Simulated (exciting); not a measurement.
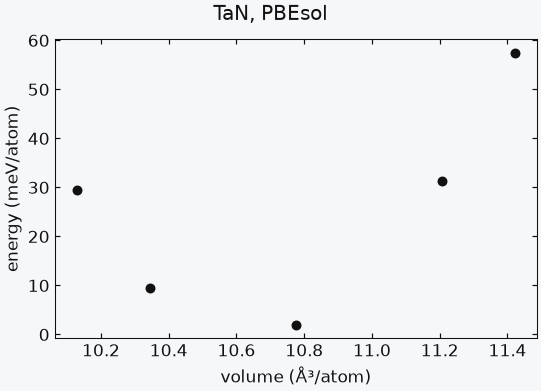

The picture above shows the energy against volume for TaN, space group P-6m2 (No. 187).

Cell as given: a = 2.938 Å, b = 2.938 Å, c = 2.883 Å, α = 90.00°, β = 90.00°, γ = 120.00°; 2 atoms.

How it was computed, with exciting sodium: all-electron LAPW DFT, no spin polarisation; energies at scaled volumes of the given cell, shape and fractions fixed, counted from the fit's minimum, third-order Birch-Murnaghan fit. Level: PBEsol.

k mesh 10×10×9; occupations Fermi–Dirac; smearing width 0.05 eV; potentials all electron LAPW+lo, shipped species files; program settings rgkmax 7.5.

The points at volume 10.56 Å³/atom and 10.99 Å³/atom are left out of the plot. What values does the calculation give there?

```tsv
volume (Å³/atom)	energy (meV/atom)
10.56	0.57
10.99	12.58
```

Note: shape and atomic fractions are frozen while scaling, which makes layered, chain and framework solids too stiff.
